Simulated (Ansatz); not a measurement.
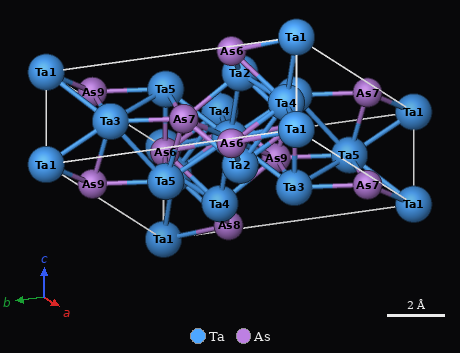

A crystal of Ta5As4 (set up in I4/m), before the relaxation. The picture is a ball-and-stick view of the conventional cell (2 times the calculation's cell), seen from a free direction. Lengths and directions refer to the drawn axes.

The calculation used DFT LDA, scalar-relativistic, plane waves, PAW (Ansatz 0.2.0).

Input file:
```yaml
crystal:
  lattice:
    - [-4.89875, 4.89875, 1.7148]
    - [4.89875, -4.89875, 1.7148]
    - [4.89875, 4.89875, -1.7148]
  atoms:
    - { symbol: Ta, position: [0.0, 0.0, 0.0] }
    - { symbol: Ta, position: [0.6318, 0.305, 0.9368] }
    - { symbol: Ta, position: [0.695, 0.6318, 0.3268] }
    - { symbol: Ta, position: [0.3682, 0.695, 0.0632] }
    - { symbol: Ta, position: [0.305, 0.3682, 0.6732] }
    - { symbol: As, position: [0.716, 0.0518, 0.7678] }
    - { symbol: As, position: [0.9482, 0.716, 0.6642] }
    - { symbol: As, position: [0.284, 0.9482, 0.2322] }
    - { symbol: As, position: [0.0518, 0.284, 0.3358] }
basis:
  ecutwfc: 420
kpoints:
  mp_grid: { grid: [12, 12, 12] }
hamiltonian:
  xc: lda
scf:
  occupations: { method: gaussian, width: 0.1 }
output:
  forces: true
  stress: true
  eigenvalues: true
  write_density: true
  write_potential: true
  elf: true
  volumetric_format: npy
relax:
  adjacent_minimum: "off"
  f_tol: 0.005
  max_steps: 80
  cell: { stress_tol: 0.05 }
```

Run as
```bash
ansatz run input.yaml --threads 4 --pin off --max-ram 12288MiB --backend cpu --events-out ev --progress --plain --runs-dir out
```

Predict the outcome.

The largest moves relative to the cell, 0.023 Å, are those of As6, As7, As8 and As9. As7 goes along −a. Largest moves by element: As 0.023 Å, Ta 0.007 Å. The volume changes by −3.4 %, with a = b 9.797 → 9.718 Å (−0.8 %), c 3.430 → 3.367 Å (−1.8 %). Among the contacts that change: Ta1–Ta1 3.430 → 3.367 Å, Ta1–Ta2 2.874 → 2.835 Å, Ta2–Ta3 3.261 → 3.227 Å, Ta2–Ta4 3.077 → 3.047 Å. The space group stays I4/m (No. 87). The energy falls by 10.6 meV per atom in 3 accepted moves (5 points after the start). Largest force component: 0.2 eV/Å at the start, 0.0029 eV/Å at the end. Pressure: −5.26 GPa at the start and 0.00 GPa at the end. The line search rejected the trial step at point 1 of the run. At 1 point the geometry stayed and the basis and grid were re-selected for the new cell (energy shift of 0.1 meV per atom at most each time). Cost: 12 min on 4 threads of Intel(R) Xeon(R) Processor @ 2.50GHz (Skylake/Cascade Lake), on a shared host, peak memory 2.1 GiB.

The end point in the same view:

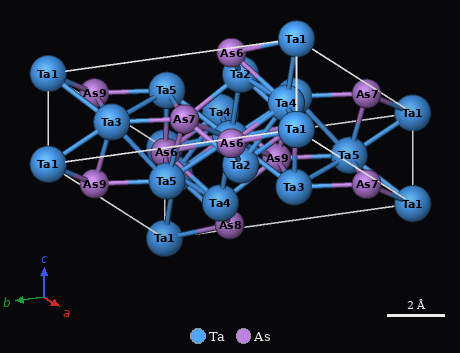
